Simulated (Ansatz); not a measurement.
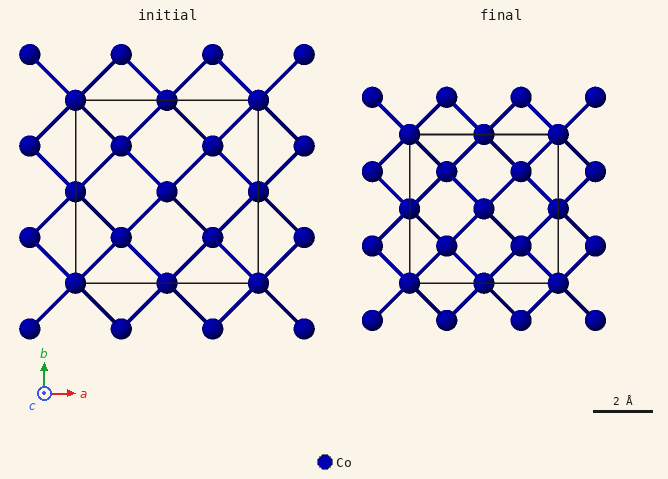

The structure of a crystal of Co (a generated structure, set up in Fd-3m) (coarse preliminary run) before (left) and after (right) a relaxation, at one scale.

A ball-and-stick model of the conventional cell (4 times the calculation's cell), seen along the c axis. Lengths and directions refer to the drawn axes.

Case: Sn → Co on all its sites, cell and atoms relaxed.

Level of theory: DFT PBE, scalar-relativistic, plane waves, PAW (Ansatz 0.2.0).

Input file:
```yaml
crystal:
  lattice:
    - [0.0, 3.1162628961, 3.1162628961]
    - [3.1162628961, 0.0, 3.1162628961]
    - [3.1162628961, 3.1162628961, 0.0]
  atoms:
    - { symbol: Co, position: [0.0, 0.0, 0.0], spin: 2.3 }
    - { symbol: Co, position: [0.25, 0.25, 0.25], spin: 2.3 }
basis:
  ecutwfc: 420
kpoints:
  mp_grid: { grid: [6, 6, 6] }
hamiltonian:
  xc: pbe
scf:
  occupations: { method: gaussian, width: 0.1 }
output:
  forces: true
  stress: true
  eigenvalues: true
  populations: true
magnetization:
  spin_polarized: true
relax:
  adjacent_minimum: "off"
  f_tol: 0.05
  max_steps: 60
  cell: { stress_tol: 0.5 }
```

Launched with:
```bash
ansatz run input.yaml --threads 1 --pin off --max-ram 2560MiB --backend cpu --events-out ev --progress --plain --runs-dir out
```

**What changed between the two?**

The atoms keep their places relative to the cell (all moves are under 0.005 Å). Cell: a = b = c 6.233 → 5.068 Å (−18.7 %). Volume −46.2 %. Among the contacts that change: Co1–Co2 2.699 → 2.195 Å. The space group stays Fd-3m (No. 227). Over 5 accepted moves (6 points after the start) the energy falls by 1124 meV per atom. All forces vanish by symmetry, so only the cell relaxes. The pressure goes from −14.22 to 0.14 GPa. At 1 point the geometry stayed and the basis and grid were re-selected for the new cell (energy shift of 4.0 meV per atom at most each time).
